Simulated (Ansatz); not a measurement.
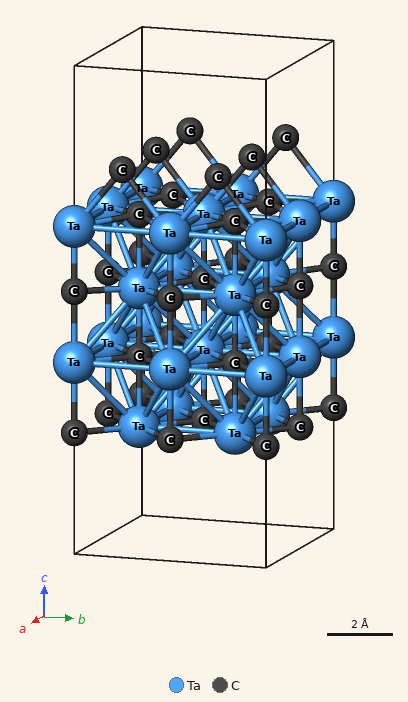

Fig. 1: The starting structure (ball-and-stick view of the 2 × 2 repeat of the cell, with the vacuum cut short, seen slightly off an axis). An atom can appear more than once, as a periodic image.

## Run report: Ta4C5, geometry relaxation (part 1 of 3)

- system: Ta4C5 (slab, 9 atoms in the cell)
- method: DFT PBEsol, scalar-relativistic, plane waves, PAW, no spin polarisation (Ansatz 0.2.0)

The structure derives from an entry of the Crystallography Open Database. The input holds or restrains some coordinates. Forces given for the steps count only the free coordinates. It belongs to a series of runs on one base structure; here: C put at a hollow Ta-Ta site.

Input
```yaml
crystal:
  lattice:
    - [3.1393032033, 0.0, 0.0]
    - [0.0, 3.1393032033, 0.0]
    - [0.0, 0.0, 25.6594677497]
  atoms:
    - { symbol: Ta, position: [0.5, 0.5, 0.3312617425] }
    - { symbol: C, position: [0.0, 0.0, 0.3312617425] }
    - { symbol: Ta, position: [0.0, 0.0, 0.417772601] }
    - { symbol: C, position: [0.5, 0.5, 0.417772601] }
    - { symbol: Ta, position: [0.5, 0.5, 0.501671806] }
    - { symbol: C, position: [0.0, 0.0, 0.5049817358] }
    - { symbol: Ta, position: [0.0, 0.0, 0.585028824] }
    - { symbol: C, position: [0.5, 0.5, 0.5919529002] }
    - { symbol: C, position: [0.0, 0.5, 0.6589846881] }
basis:
  ecutwfc: 420
kpoints:
  mp_grid: { grid: [9, 9, 1] }
hamiltonian:
  xc: pbesol
scf:
  occupations: { method: gaussian, width: 0.1 }
output:
  forces: true
  eigenvalues: true
  write_density: true
  write_potential: true
  elf: true
  volumetric_format: npy
relax:
  adjacent_minimum: "off"
  f_tol: 0.03
  max_steps: 70
  constraints: [{ sites: [0, 1, 2, 3] }]
efield:
  axis: 3
  dipole_correction: true
  ramp_width: 0.04
```

Launch command:
```bash
ansatz run input.yaml --threads 1 --pin off --max-ram 2560MiB --backend cpu --events-out ev --progress --plain --runs-dir out
```

The program's output
```
Engine: ansatz 0.2.0, x86_64-unknown-linux-gnu
Pseudopotentials: kind: paw
Pseudopotential: Ta, paw, valence charge 13, recommended cutoff 420 eV (normal), Ta.paw.azcp
Pseudopotential: C, paw, valence charge 4, recommended cutoff 420 eV (normal), C.paw.azcp
Functional definition: PBEsol
  exchange = pbesol_x
  correlation = pbesol_c
Crystal: 9 atoms, lattice volume = 252.880 Å³
Basis set: ecut = 420 eV, 4997 PW (Γ), exchange–correlation on 48×48×360 points (8 copies of the dense FFT grid, shifted against one another)
Bands: 45, of which v1, the nominal top of the filled ones, is band 36 counted from 1 (35 counted from 0)
Symmetry: 4 space group operations
Space group: Pmm2 (ITA 25), of the structure as read, at distance tolerance 6.3e-5 Å
k-points: 25 of 81
Non-local potential: Ta, projectors of the file, l = 0: 3, l = 1: 2, l = 2: 2, l = 3: 1
Non-local potential: C, projectors of the file, l = 0: 2, l = 1: 2, l = 2: 1
PAW form: soft (Blöchl's): semilocal exchange-correlation on the pseudo side does not see the compensation charge
PAW frozen core: Ta, regenerated for the run's functional, and the local potential with it (the file was generated under x = pbe(κ = 0.804, μ = 0.2195149727645171), c = pbe(β = 0.06672455060314922))
PAW frozen core: C, regenerated for the run's functional, and the local potential with it (the file was generated under x = pbe(κ = 0.804, μ = 0.2195149727645171), c = pbe(β = 0.06672455060314922))
PAW one-centre angular grid: Ta, 590 points (default); XC on 64 Gauss nodes
PAW one-centre angular grid: C, 110 points (default); XC on 64 Gauss nodes
Initial density: superposition of atomic densities (neutral atoms: chi_scale 0, normalization atom), corrected by the library's trained network
Initial wavefunctions: pseudopotential atomic-orbital guess
Functional: x = pbesol(κ = 0.804, μ = 0.12345679012345678), c = pbesol(β = 0.046)
SCF iter   1: F=—  HF=-40457.250529 eV  |F-HF|=—  |Δ(HF+E_count)|=         —  Δρ=8.06e-3  dr2=1.34e0  ethr=1.77e-3  p=-0.135 e·Å  D=-9.67e-2 V/Å  ΔV_dip=2.48 eV  dr2_dipole=5.22e-1  V_vac-E_F(+/−)=6.40/3.92 eV  ⟨swp⟩=8.7  Hψ=5929  notcnv=0
efield: sawtooth ramp at fractional position 0.9751 (placed from the atoms, in the widest stretch of the axis that holds none; the zero of the levels goes with the place), width 0.0400; the density the first Hamiltonian is built on has a dipole p = -0.135 e·Å; the dipole correction subtracts the counter field D = -9.67e-2 V/Å, which shifts the + side's vacuum level by +2.48 eV against the − side's; the planar-averaged density in the ramp window peaks in size at 1.5e-5 e/Å³
preconditioner: auto → LDOS  [metal: Δε(μ)=0.018 eV  Ē_g=7.665 eV  σ=0.100 eV  W_gap=0.10  n_scr=46 (ndim 8)  ℏωp=14.8 eV  f_vac=0.547  D(μ)=6.56/eV (n_scr^D=44)  β→1.0]
SCF iter   2: F=—  HF=-40457.185634 eV  |F-HF|=—  |Δ(HF+E_count)|=   6.49e-2  Δρ=4.24e-3  dr2=1.05e-1  ethr=1.77e-3  p=-0.152 e·Å  D=-1.09e-1 V/Å  ΔV_dip=2.79 eV  dr2_dipole=8.75e-4  V_vac-E_F(+/−)=6.34/3.54 eV  ⟨swp⟩=2.1  Hψ=1674  notcnv=0  defer=46
SCF iter   3: F=—  HF=-40457.178771 eV  |F-HF|=—  |Δ(HF+E_count)|=   6.86e-3  Δρ=1.38e-3  dr2=2.01e-2  ethr=1.45e-4  p=-0.156 e·Å  D=-1.12e-1 V/Å  ΔV_dip=2.87 eV  dr2_dipole=1.69e-3  V_vac-E_F(+/−)=6.31/3.44 eV  ⟨swp⟩=2.3  Hψ=1600  notcnv=0  defer=70
SCF iter   4: F=—  HF=-40457.177636 eV  |F-HF|=—  |Δ(HF+E_count)|=   1.13e-3  Δρ=4.43e-4  dr2=2.08e-3  ethr=2.79e-5  p=-0.159 e·Å  D=-1.14e-1 V/Å  ΔV_dip=2.92 eV  dr2_dipole=7.36e-5  V_vac-E_F(+/−)=6.30/3.37 eV  ⟨swp⟩=2.1  Hψ=1538  notcnv=0  defer=63
SCF iter   5: F=—  HF=-40457.177574 eV  |F-HF|=—  |Δ(HF+E_count)|=   6.23e-5  Δρ=1.07e-4  dr2=1.40e-4  ethr=2.89e-6  p=-0.160 e·Å  D=-1.14e-1 V/Å  ΔV_dip=2.93 eV  dr2_dipole=2.01e-5  V_vac-E_F(+/−)=6.29/3.36 eV  ⟨swp⟩=2.4  Hψ=1565  notcnv=0  defer=61
SCF iter   6: F=-40457.177570 eV  HF=-40457.177580 eV  |F-HF|=9.33e-6  |Δ(HF+E_count)|=   5.89e-6  Δρ=3.02e-5  dr2=8.88e-6  ethr=3.12e-8  p=-0.160 e·Å  D=-1.14e-1 V/Å  ΔV_dip=2.94 eV  dr2_dipole=2.68e-6  V_vac-E_F(+/−)=6.29/3.35 eV  ⟨swp⟩=24.9  Hψ=14087  notcnv=0
SCF 1 converged in 6 iterations: F = -40457.177570 eV  dr2 = 8.88e-6
  greatest PAW one-centre occupation: 1.000 electrons in one spin orbital (limit 2), on the Ta atom at site 4 (counted from 0), in its partial waves of l = 0
relax step   1: F+E_penalty+E_count = -40457.17757019 eV  Δ(F+E_penalty+E_count) = +0.000e0 eV  max|allowed force component| = 3.553e0 eV/Å  Δτ_max = 0.0000 Å  (6 SCF iters, dr2 threshold 2.25e-5 eV, accepted)
Initial density: handed on by an earlier stage of this run
Initial wavefunctions: those handed on with the density
SCF iter   1: F=—  HF=-40458.408303 eV  |F-HF|=—  |Δ(HF+E_count)|=         —  Δρ=1.77e-2  dr2=3.54e0  ethr=3.10e-3  p=-0.160 e·Å  D=-1.14e-1 V/Å  ΔV_dip=2.94 eV  dr2_dipole=8.61e-1  V_vac-E_F(+/−)=6.33/3.39 eV  ⟨swp⟩=5.2  Hψ=2620  notcnv=0  defer=72
efield: sawtooth ramp at fractional position 0.9751 (handed on by an earlier solve), width 0.0400; the density the first Hamiltonian is built on has a dipole p = -0.160 e·Å; the dipole correction subtracts the counter field D = -1.14e-1 V/Å, which shifts the + side's vacuum level by +2.94 eV against the − side's; the planar-averaged density in the ramp window peaks in size at 2.0e-6 e/Å³
preconditioner: auto → LDOS  [metal: Δε(μ)=0.031 eV  Ē_g=7.809 eV  σ=0.100 eV  W_gap=0.18  n_scr=46 (ndim 8)  ℏωp=14.8 eV  f_vac=0.553  D(μ)=4.81/eV (n_scr^D=14)  β→1.0]
SCF iter   2: F=—  HF=-40458.217102 eV  |F-HF|=—  |Δ(HF+E_count)|=   1.91e-1  Δρ=6.00e-3  dr2=1.03e-1  ethr=3.10e-3  p=-0.159 e·Å  D=-1.14e-1 V/Å  ΔV_dip=2.92 eV  dr2_dipole=1.41e-2  V_vac-E_F(+/−)=6.29/3.38 eV  ⟨swp⟩=2.5  Hψ=1673  notcnv=0  defer=69
SCF iter   3: F=—  HF=-40458.205158 eV  |F-HF|=—  |Δ(HF+E_count)|=   1.19e-2  Δρ=1.64e-3  dr2=2.86e-2  ethr=1.43e-4  p=-0.156 e·Å  D=-1.12e-1 V/Å  ΔV_dip=2.87 eV  dr2_dipole=3.68e-3  V_vac-E_F(+/−)=6.27/3.40 eV  ⟨swp⟩=3.0  Hψ=2119  notcnv=0  defer=70
SCF iter   4: F=—  HF=-40458.202390 eV  |F-HF|=—  |Δ(HF+E_count)|=   2.77e-3  Δρ=5.46e-4  dr2=2.69e-3  ethr=3.97e-5  p=-0.152 e·Å  D=-1.09e-1 V/Å  ΔV_dip=2.79 eV  dr2_dipole=4.32e-4  V_vac-E_F(+/−)=6.20/3.40 eV  ⟨swp⟩=2.0  Hψ=1655  notcnv=0  defer=70
SCF iter   5: F=—  HF=-40458.202276 eV  |F-HF|=—  |Δ(HF+E_count)|=   1.14e-4  Δρ=1.04e-4  dr2=7.45e-5  ethr=3.73e-6  p=-0.151 e·Å  D=-1.08e-1 V/Å  ΔV_dip=2.77 eV  dr2_dipole=4.63e-6  V_vac-E_F(+/−)=6.17/3.41 eV  ⟨swp⟩=2.0  Hψ=1428  notcnv=0  defer=70
SCF iter   6: F=-40458.202276 eV  HF=-40458.202276 eV  |F-HF|=2.60e-7  |Δ(HF+E_count)|=   4.78e-8  Δρ=2.61e-5  dr2=2.38e-6  ethr=1.03e-7  p=-0.150 e·Å  D=-1.07e-1 V/Å  ΔV_dip=2.75 eV  dr2_dipole=6.57e-9  V_vac-E_F(+/−)=6.16/3.41 eV  ⟨swp⟩=27.6  Hψ=14842  notcnv=0
SCF 2 converged in 6 iterations: F = -40458.202276 eV  dr2 = 2.38e-6
  Residual-converged pass: ⟨swp⟩=1.0  Hψ=1226  notcnv=0  max |occ|·‖R‖ = 7.1e-9 eV (tolerance 1.0e-8 eV)  dr2=2.38e-6  dr2_onsite=2.71e-8  max |Δocc| = 2.3e-11
  greatest PAW one-centre occupation: 1.000 electrons in one spin orbital (limit 2), on the Ta atom at site 6 (counted from 0), in its partial waves of l = 0
relax step   2: F+E_penalty+E_count = -40458.20227563 eV  Δ(F+E_penalty+E_count) = -1.025e0 eV  max|allowed force component| = 3.173e0 eV/Å  Δτ_max = 0.1949 Å  (6 SCF iters, dr2 threshold 1.00e-4 eV, accepted)
SCF iter   1: F=—  HF=-40458.994440 eV  |F-HF|=—  |Δ(HF+E_count)|=         —  Δρ=1.77e-2  dr2=3.17e0  ethr=3.10e-3  p=-0.150 e·Å  D=-1.07e-1 V/Å  ΔV_dip=2.75 eV  dr2_dipole=7.98e-1  V_vac-E_F(+/−)=6.21/3.46 eV  ⟨swp⟩=6.0  Hψ=2887  notcnv=0  defer=64
efield: sawtooth ramp at fractional position 0.9751 (handed on by an earlier solve), width 0.0400; the density the first Hamiltonian is built on has a dipole p = -0.150 e·Å; the dipole correction subtracts the counter field D = -1.07e-1 V/Å, which shifts the + side's vacuum level by +2.75 eV against the − side's; the planar-averaged density in the ramp window peaks in size at 1.1e-6 e/Å³
preconditioner: auto → LDOS  [metal: Δε(μ)=0.078 eV  Ē_g=7.980 eV  σ=0.100 eV  W_gap=0.41  n_scr=46 (ndim 8)  ℏωp=14.8 eV  f_vac=0.559  D(μ)=3.55/eV (n_scr^D=12)  β→1.0]
SCF iter   2: F=—  HF=-40458.812223 eV  |F-HF|=—  |Δ(HF+E_count)|=   1.82e-1  Δρ=8.72e-3  dr2=5.26e-1  ethr=3.10e-3  p=-0.150 e·Å  D=-1.07e-1 V/Å  ΔV_dip=2.75 eV  dr2_dipole=1.05e-1  V_vac-E_F(+/−)=6.17/3.43 eV  ⟨swp⟩=2.7  Hψ=1911  notcnv=0  defer=75
SCF iter   3: F=—  HF=-40458.759071 eV  |F-HF|=—  |Δ(HF+E_count)|=   5.32e-2  Δρ=1.83e-3  dr2=4.70e-2  ethr=7.31e-4  p=-0.151 e·Å  D=-1.08e-1 V/Å  ΔV_dip=2.77 eV  dr2_dipole=1.05e-2  V_vac-E_F(+/−)=6.24/3.47 eV  ⟨swp⟩=2.6  Hψ=1989  notcnv=0  defer=72
SCF iter   4: F=—  HF=-40458.755978 eV  |F-HF|=—  |Δ(HF+E_count)|=   3.09e-3  Δρ=4.54e-4  dr2=2.88e-3  ethr=6.53e-5  p=-0.149 e·Å  D=-1.07e-1 V/Å  ΔV_dip=2.74 eV  dr2_dipole=6.62e-4  V_vac-E_F(+/−)=6.21/3.47 eV  ⟨swp⟩=2.0  Hψ=1487  notcnv=0  defer=67
SCF iter   5: F=-40458.756012 eV  HF=-40458.756059 eV  |F-HF|=4.70e-5  |Δ(HF+E_count)|=   8.08e-5  Δρ=9.80e-5  dr2=6.26e-5  ethr=1.39e-7  p=-0.148 e·Å  D=-1.06e-1 V/Å  ΔV_dip=2.72 eV  dr2_dipole=2.21e-6  V_vac-E_F(+/−)=6.20/3.48 eV  ⟨swp⟩=26.4  Hψ=15828  notcnv=0
SCF 3 converged in 5 iterations: F = -40458.756012 eV  dr2 = 6.26e-5
  Residual-converged pass: ⟨swp⟩=1.0  Hψ=1226  notcnv=0  max |occ|·‖R‖ = 7.0e-9 eV (tolerance 1.0e-8 eV)  dr2=6.26e-5  dr2_onsite=4.76e-7  max |Δocc| = 1.5e-10
relax step   3: F+E_penalty+E_count = -40458.75601193 eV  Δ(F+E_penalty+E_count) = -5.537e-1 eV  max|allowed force component| = 6.192e-1 eV/Å  Δτ_max = 0.1941 Å  (5 SCF iters, dr2 threshold 1.00e-4 eV, accepted)
iter 1 solved again at ethr=8.24e-4 eV; its pass at ethr=3.10e-3 eV (dr2=5.93e-1 eV) is discarded
```
